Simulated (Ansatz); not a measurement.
**Run report: MgB2, geometry relaxation**

System: MgB2 (P6/mmm, 3 atoms in the cell).
Method: DFT PBE, scalar-relativistic, plane waves, PAW, no spin polarisation (Ansatz 0.2.0).

The structure derives from an entry of the Crystallography Open Database. Figures and captions count atoms from 1; the log counts them from 0 in places.

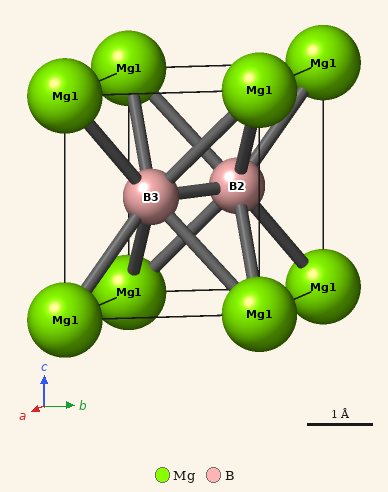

Fig. 1: The starting structure (ball-and-stick view of the cell of the calculation, seen slightly off an axis; atoms are numbered from 1 in the order of the input). An atom can appear more than once, as a periodic image. Near neighbours in the periodic cell (some may lie outside the picture): Mg has 12 B at 2.51 Å; B has 3 B at 1.78 Å and 6 Mg at 2.51 Å.

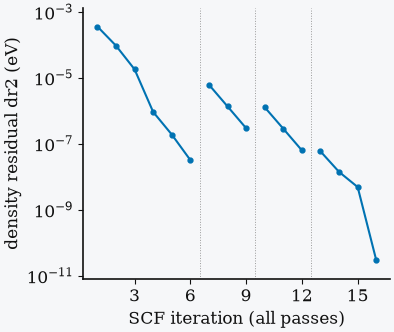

Fig. 2: Convergence of the self-consistent field: density residual dr2 against the SCF iteration. The dotted lines part the SCF passes of the relaxation: geometry steps, rejected trials and re-solves on a re-selected basis. The passes take 6, 3, 3 and 4 iterations.

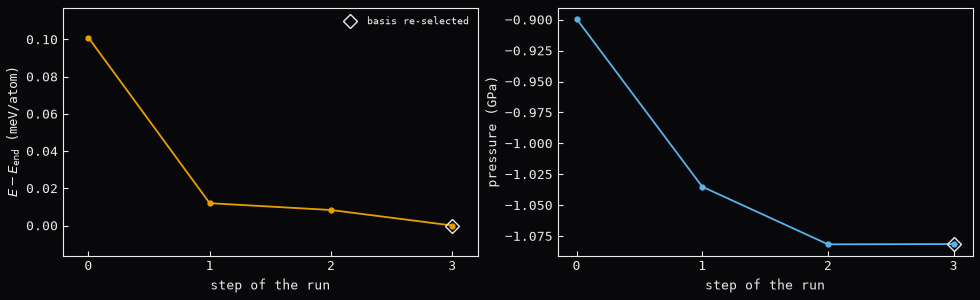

Fig. 3: Progress of the relaxation, step by step (the first geometry is step 0 here and step 1 in the log). After 2 geometry steps the energy has fallen by 0.1 meV per atom. All forces vanish by symmetry, so only the cell relaxes. Pressure: −0.90 GPa at the start and −1.08 GPa at the end. No atom moves by more than 0.005 Å relative to the cell. The space group stays P6/mmm (No. 191). A last SCF at the same geometry on a re-selected plane-wave basis shifts the energy by next to nothing (0.0 meV per atom). (Atoms are counted from 1 in the order of the input.)

The input that produced these results follows, with the program's output.

### Input file
```yaml
crystal:
  lattice:
    - [3.0849993558, 0.0, 0.0]
    - [-1.5424996779, 2.6716878128, 0.0]
    - [0.0, 0.0, 3.5229984587]
  atoms:
    - { symbol: Mg, position: [0.0, 0.0, 0.0] }
    - { symbol: B, position: [0.3333333333, 0.6666666667, 0.5] }
    - { symbol: B, position: [0.6666666667, 0.3333333333, 0.5] }
basis:
  ecutwfc: 420
  ecutrho_ratio: 4
kpoints:
  mp_grid: { grid: [8, 8, 6] }
hamiltonian:
  xc: pbe
scf:
  occupations: { method: gaussian, width: 0.05 }
output:
  forces: true
  stress: true
  eigenvalues: true
relax:
  f_tol: 0.015
  max_steps: 40
  cell: { stress_tol: 0.15, fix: [volume] }
```

Launched with:
```bash
ansatz run input.yaml --threads 4 --pin off --max-ram 8192MiB --backend cpu --events-out ev --progress --plain --runs-dir out
```

### Log
```
Engine: ansatz 0.2.0, aarch64-unknown-linux-gnu
Pseudopotentials: kind: paw
Pseudopotential: Mg, paw, valence charge 10, recommended cutoff 420 eV (normal), Mg.paw.azcp
Pseudopotential: B, paw, valence charge 3, recommended cutoff 420 eV (normal), B.paw.azcp
Functional definition: PBE
  parameter kappa = 0.804
  parameter beta = 0.06672455060314922
  exchange = pbe_x(kappa = kappa, mu = beta*pi^2/3)
  correlation = pbe_c(beta = beta)
Crystal: 3 atoms, lattice volume = 29.037 Å³
Basis set: ecut = 420 eV, 563 PW (Γ), exchange–correlation on 48×48×48 points (8 copies of the dense FFT grid, shifted against one another)
Bands: 12, of which v1, the nominal top of the filled ones, is band 8 counted from 1 (7 counted from 0)
Symmetry: 24 space group operations
Space group: P6/mmm (ITA 191), of the structure as read, at distance tolerance 3.1e-5 Å
k-points: 40 of 384
Non-local potential: Mg, projectors of the file, l = 0: 3, l = 1: 2, l = 2: 1
Non-local potential: B, projectors of the file, l = 0: 2, l = 1: 2, l = 2: 1
PAW form: soft (Blöchl's): semilocal exchange-correlation on the pseudo side does not see the compensation charge
PAW one-centre angular grid: Mg, 110 points (default); XC on 64 Gauss nodes
PAW one-centre angular grid: B, 110 points (default); XC on 64 Gauss nodes
Initial density: superposition of atomic densities (neutral atoms: chi_scale 0, normalization atom), corrected by the library's trained network
Initial wavefunctions: pseudopotential atomic-orbital guess
Functional: x = pbe(κ = 0.804, μ = 0.2195149727645171), c = pbe(β = 0.06672455060314922)
SCF iter   1: F=—  HF=-2236.010395 eV  |F-HF|=—  |Δ(HF+E_count)|=         —  Δρ=1.56e-3  dr2=3.60e-4  ethr=1.77e-3  ⟨swp⟩=5.3  Hψ=2592  notcnv=0
preconditioner: auto → none  [insulator: Δε(μ)=0.108 eV  Ē_g=11.141 eV  σ=0.050 eV  W_gap=0.66  n_scr=8 (ndim 8)  ℏωp=19.5 eV  f_vac=0.000  D(μ)=2.12/eV (n_scr^D=22)  ε∞_Penn≈4.1]
SCF iter   2: F=—  HF=-2236.011255 eV  |F-HF|=—  |Δ(HF+E_count)|=   8.60e-4  Δρ=7.65e-4  dr2=9.45e-5  ethr=2.25e-6  ⟨swp⟩=2.4  Hψ=1101  notcnv=0  defer=1
SCF iter   3: F=—  HF=-2236.011320 eV  |F-HF|=—  |Δ(HF+E_count)|=   6.52e-5  Δρ=2.60e-4  dr2=1.81e-5  ethr=5.91e-7  ⟨swp⟩=2.2  Hψ=758  notcnv=0  defer=1
SCF iter   4: F=—  HF=-2236.011315 eV  |F-HF|=—  |Δ(HF+E_count)|=   4.81e-6  Δρ=7.78e-5  dr2=9.22e-7  ethr=1.13e-7  ⟨swp⟩=2.4  Hψ=669  notcnv=0  defer=1
SCF iter   5: F=—  HF=-2236.011315 eV  |F-HF|=—  |Δ(HF+E_count)|=   5.79e-7  Δρ=4.14e-5  dr2=1.91e-7  ethr=5.76e-9  ⟨swp⟩=2.5  Hψ=779  notcnv=0  defer=1
SCF iter   6: F=-2236.011315 eV  HF=-2236.011315 eV  |F-HF|=5.92e-8  |Δ(HF+E_count)|=   1.23e-7  Δρ=1.62e-5  dr2=3.20e-8  ethr=6.25e-10  ⟨swp⟩=5.2  Hψ=2183  notcnv=0
SCF 1 converged in 6 iterations: F = -2236.011315 eV  dr2 = 3.20e-8
  greatest PAW one-centre occupation: 1.000 electrons in one spin orbital (limit 2), on the Mg atom at site 0 (counted from 0), in its partial waves of l = 0
relax step   1: F+E_penalty+E_count = -2236.01131473 eV  Δ(F+E_penalty+E_count) = +0.000e0 eV  max|allowed force component| = 9.252e-18 eV/Å  Δτ_max = 0.0000 Å  P = -0.899 GPa  Ω = 29.037 Å³  fix = [volume]  reactions: volume -0.899 GPa  (6 SCF iters, dr2 threshold 1.00e-7 eV, accepted)
Initial density: handed on by an earlier stage of this run
Initial wavefunctions: those handed on with the density
iter 1 solved again at ethr=3.83e-8 eV; its pass at ethr=3.10e-3 eV (dr2=6.13e-6 eV) is discarded
SCF iter   1: F=—  HF=-2236.011558 eV  |F-HF|=—  |Δ(HF+E_count)|=         —  Δρ=1.68e-4  dr2=6.19e-6  ethr=3.83e-8  ⟨swp⟩=3.0  Hψ=3276  notcnv=0
preconditioner: auto → none  [insulator: Δε(μ)=0.111 eV  Ē_g=11.140 eV  σ=0.050 eV  W_gap=0.58  n_scr=8 (ndim 8)  ℏωp=19.5 eV  f_vac=0.000  D(μ)=2.03/eV (n_scr^D=20)  ε∞_Penn≈4.1]
SCF iter   2: F=—  HF=-2236.011582 eV  |F-HF|=—  |Δ(HF+E_count)|=   2.41e-5  Δρ=8.80e-5  dr2=1.36e-6  ethr=3.83e-8  ⟨swp⟩=2.0  Hψ=590  notcnv=0
SCF iter   3: F=-2236.011582 eV  HF=-2236.011582 eV  |F-HF|=7.43e-9  |Δ(HF+E_count)|=   2.97e-7  Δρ=3.67e-5  dr2=2.97e-7  ethr=1.87e-9  ⟨swp⟩=5.0  Hψ=2107  notcnv=0
SCF 2 converged in 3 iterations: F = -2236.011582 eV  dr2 = 2.97e-7
relax step   2: F+E_penalty+E_count = -2236.01158231 eV  Δ(F+E_penalty+E_count) = -2.676e-4 eV  max|allowed force component| = 3.392e-16 eV/Å  Δτ_max = 0.0000 Å  P = -1.035 GPa  Ω = 29.037 Å³  energy of the carried Pulay correction = -1.116e-5 eV  fix = [volume]  reactions: volume -1.035 GPa  (3 SCF iters, dr2 threshold 3.00e-7 eV, accepted)
iter 1 solved again at ethr=7.33e-9 eV; its pass at ethr=3.10e-3 eV (dr2=1.17e-6 eV) is discarded
SCF iter   1: F=—  HF=-2236.011569 eV  |F-HF|=—  |Δ(HF+E_count)|=         —  Δρ=8.18e-5  dr2=1.28e-6  ethr=7.33e-9  ⟨swp⟩=3.0  Hψ=3191  notcnv=0
preconditioner: auto → none  [insulator: Δε(μ)=0.112 eV  Ē_g=11.140 eV  σ=0.050 eV  W_gap=0.56  n_scr=8 (ndim 8)  ℏωp=19.5 eV  f_vac=0.000  D(μ)=1.98/eV (n_scr^D=20)  ε∞_Penn≈4.1]
SCF iter   2: F=—  HF=-2236.011592 eV  |F-HF|=—  |Δ(HF+E_count)|=   2.34e-5  Δρ=4.18e-5  dr2=2.86e-7  ethr=7.33e-9  ⟨swp⟩=2.0  Hψ=601  notcnv=0
SCF iter   3: F=-2236.011593 eV  HF=-2236.011593 eV  |F-HF|=2.28e-8  |Δ(HF+E_count)|=   9.83e-8  Δρ=1.98e-5  dr2=6.31e-8  ethr=4.24e-10  ⟨swp⟩=4.6  Hψ=1727  notcnv=0
SCF 3 converged in 3 iterations: F = -2236.011593 eV  dr2 = 6.31e-8
relax step   3: F+E_penalty+E_count = -2236.01159253 eV  Δ(F+E_penalty+E_count) = -1.021e-5 eV  max|allowed force component| = 3.300e-16 eV/Å  Δτ_max = 0.0000 Å  P = -1.082 GPa  Ω = 29.037 Å³  energy of the carried Pulay correction = -1.472e-5 eV  fix = [volume]  reactions: volume -1.082 GPa  (3 SCF iters, dr2 threshold 6.78e-8 eV, accepted)
Initial wavefunctions: pseudopotential atomic-orbital guess (no wavefunctions were taken with the density)
iter 1 solved again at ethr=3.99e-8 eV; its pass at ethr=3.10e-3 eV (dr2=6.38e-6 eV) is discarded
SCF iter   1: F=—  HF=-2236.011595 eV  |F-HF|=—  |Δ(HF+E_count)|=         —  Δρ=2.31e-5  dr2=5.88e-8  ethr=3.99e-8  ⟨swp⟩=3.2  Hψ=4017  notcnv=0
preconditioner: auto → none  [insulator: Δε(μ)=0.111 eV  Ē_g=11.140 eV  σ=0.050 eV  W_gap=0.55  n_scr=8 (ndim 8)  ℏωp=19.5 eV  f_vac=0.000  D(μ)=1.98/eV (n_scr^D=20)  ε∞_Penn≈4.1]
SCF iter   2: F=—  HF=-2236.011618 eV  |F-HF|=—  |Δ(HF+E_count)|=   2.23e-5  Δρ=1.19e-5  dr2=1.40e-8  ethr=3.67e-10  ⟨swp⟩=2.0  Hψ=691  notcnv=0
SCF iter   3: F=—  HF=-2236.011618 eV  |F-HF|=—  |Δ(HF+E_count)|=   1.90e-8  Δρ=4.44e-6  dr2=4.87e-9  ethr=8.76e-11  ⟨swp⟩=2.1  Hψ=583  notcnv=0
SCF iter   4: F=-2236.011618 eV  HF=-2236.011618 eV  |F-HF|=1.23e-11  |Δ(HF+E_count)|=   1.18e-9  Δρ=3.18e-7  dr2=2.94e-11  ethr=1.69e-12  ⟨swp⟩=3.1  Hψ=1862  notcnv=0
SCF 4 converged in 4 iterations: F = -2236.011618 eV  dr2 = 2.94e-11
relax step   4: F+E_penalty+E_count = -2236.01161775 eV  Δ(F+E_penalty+E_count) = -2.522e-5 eV  max|allowed force component| = 3.146e-16 eV/Å  Δτ_max = 0.0000 Å  P = -1.081 GPa  Ω = 29.037 Å³  fix = [volume]  reactions: volume -1.081 GPa  stress off target by 2.91e-2 GPa on what of the cell is left free  SCF on the basis re-selected at this cell (its energy is not comparable with the rows above)  (4 SCF iters)
basis re-selected at this cell: Δ(F+E_penalty+E_count) = -2.522e-5 eV, ΔP = +0.000 GPa vs the last step (what re-selecting the basis moved, of the pressure what is left beyond the Pulay correction that the steps carried, after the strain that the cell walked since its last selection, with what the two solves' SCF thresholds leave and, on support functions, any second-order correction that the steps lacked; it is no measure of the basis error at this ecutwfc). This SCF's stress stands 2.91e-2 GPa from its target on what of the cell is left free (relax.cell.stress_tol is 1.50e-1 GPa) and its largest allowed force component is 3.15e-16 eV/Å (relax.f_tol is 1.50e-2 eV/Å): within both
SCF converged after 4 iterations
Free energy (F): -2236.011618 eV
Harris-Foulkes:  -2236.011618 eV  (|F-HF|=1.23e-11)
Internal energy: -2236.009149 eV  (E = F + TS)
E sigma→0 (E₀):  -2236.010384 eV
Entropy (-TS):   -0.002468 eV (-0.823 meV/atom)
Fermi energy:    9.247218 eV
--- Per-component energies (eV) ---
  E_band       = -293.502183
  E_kinetic    = 173.564712
  E_local      = -1521.195273  (includes V_loc(G=0)·N_el)
  E_nonlocal   = 118.050880
  E_hartree    = 541.498874
  E_xc         = -94.079894
  E_vxc        = -114.823937  (∫ρ·V_xc dr)
  E_paw        = -448.962771  (= ΣΔE_a)
  E_vpaw       = -32.096357  (= ΣTr[D̂ρ^β])
  E_aug_tail   = -0.000013  (compensation charges beyond the density's cutoff)
  E_ewald      = -1004.885664
  E_smearing   = -0.002468  (= −TS)
  E_closure    = -0.000000  (closes the sum)
  Σ components = -2236.011618   (vs F -2236.011618, Δ=0.00e0)
--- Forces (eV/Å), atoms counted from 1 ---
  atom   1  Mg     0.00000000    -0.00000000     0.00000000
  atom   2  B     -0.00000000    -0.00000000    -0.00000000
  atom   3  B      0.00000000     0.00000000     0.00000000
  max |Σ_I F_I| component: 7.40e-17 eV/Å
--- Stress (GPa, compression-positive) ---
       -1.096002       0.000000       0.000000
        0.000000      -1.096002       0.000000
        0.000000       0.000000      -1.052297
  P = ⅓ Tr σ = -1.0814 GPa (-10.814 kbar)
--- Band table (eV; the first three rows and the last of 40) ---
  k-point 0: bands = ["-65.9391", "-32.6862", "-32.6862", "-32.6749", "-3.1814", "6.3483", "9.5638", "9.5638", "10.9598", "15.4790", "15.4790", "17.2125"]
  k-point 1: bands = ["-65.9390", "-32.6861", "-32.6861", "-32.6769", "-2.9428", "4.8373", "9.6534", "9.6534", "13.0331", "15.5577", "15.5577", "17.1867"]
  k-point 2: bands = ["-65.9389", "-32.6858", "-32.6858", "-32.6807", "-2.3276", "2.7892", "9.8442", "9.8442", "15.7277", "15.7277", "16.7135", "17.1330"]
  k-point 39: bands = ["-65.9352", "-32.7170", "-32.7067", "-32.6756", "2.3403", "2.9081", "4.7237", "6.5474", "7.7851", "13.1850", "18.8795", "21.9085"]
--- Relaxed structure (3 steps of the walk, 3 accepted, 1 SCFs on fresh bases) ---
  F+E_penalty+E_count = -2236.01161775 eV   max|allowed force component| = 3.146e-16 eV/Å   (the final SCF, on the basis selected at the relaxed cell)
  cell:  # Å, volume = 29.0371 Å³
    - [3.0897861850222745, -7.73222484848838e-34, 4.8326405303052375e-34]
    - [-1.5448930925111373, 2.6758333284914957, -1.842192162978788e-35]
    - [5.518764568831593e-34, 2.9433411033768495e-34, 3.512090953962991]
  atoms:
    - { symbol: Mg, position: [1.2670320578213068e-34, -1.4517448098580222e-35, -4.118046071574423e-84] }
    - { symbol: B, position: [0.3333333333333333, 0.6666666666666666, 0.4999999999999999] }
    - { symbol: B, position: [0.6666666666666665, 0.3333333333333333, 0.4999999999999999] }
```

### Trajectory as extended XYZ (Å, eV, eV/Å), 4 frames, from step=1 to step=4
```
3
Lattice="3.0850 0.0000 0.0000 -1.5425 2.6717 0.0000 0.0000 0.0000 3.5230" Properties=species:S:1:pos:R:3:forces:R:3 step=1 energy=-2236.01132 pressure_GPa=-0.90
Mg    0.0000    0.0000    0.0000    0.0000   0.0000   0.0000
B     0.0000    1.7811    1.7615    0.0000   0.0000   0.0000
B     1.5425    0.8906    1.7615    0.0000   0.0000   0.0000
3
Lattice="3.0886 0.0000 0.0000 -1.5443 2.6748 0.0000 0.0000 0.0000 3.5147" Properties=species:S:1:pos:R:3:forces:R:3 step=2 energy=-2236.01158 pressure_GPa=-1.04
Mg    0.0000    0.0000    0.0000    0.0000   0.0000   0.0000
B     0.0000    1.7832    1.7574    0.0000   0.0000   0.0000
B     1.5443    0.8916    1.7574    0.0000   0.0000   0.0000
3
Lattice="3.0898 0.0000 0.0000 -1.5449 2.6758 0.0000 0.0000 0.0000 3.5121" Properties=species:S:1:pos:R:3:forces:R:3 step=3 energy=-2236.01159 pressure_GPa=-1.08
Mg    0.0000    0.0000    0.0000    0.0000   0.0000   0.0000
B     0.0000    1.7839    1.7560    0.0000   0.0000   0.0000
B     1.5449    0.8919    1.7560    0.0000   0.0000   0.0000
3
Lattice="3.0898 0.0000 0.0000 -1.5449 2.6758 0.0000 0.0000 0.0000 3.5121" Properties=species:S:1:pos:R:3:forces:R:3 step=4 energy=-2236.01162 pressure_GPa=-1.08
Mg    0.0000    0.0000    0.0000    0.0000   0.0000   0.0000
B     0.0000    1.7839    1.7560    0.0000   0.0000   0.0000
B     1.5449    0.8919    1.7560    0.0000   0.0000   0.0000
```

### Summary

| quantity | value |
| --- | --- |
| outcome | converged |
| space group (tolerance 0.01 Å) | P6/mmm (191) |
| electrons treated | 16 |
| free energy | −2236.0116 eV |
| Fermi energy | 9.247 eV |
| gap on the k-point mesh | none (metallic) |
| pressure | −1.08 GPa |
| final volume | 29.04 Å³ |
| largest force (length of the vector) at the end | under 0.001 eV/Å |
| final cell | a = 3.090 Å, b = 3.090 Å, c = 3.512 Å, α = 90.00°, β = 90.00°, γ = 120.00° |
| hardware | 4 threads of Arm Neoverse V2, 24 GiB of memory available, shared host |
| wall time | 1.9 s (CPU time 3.6 s) |
| peak memory | 0.29 GiB |
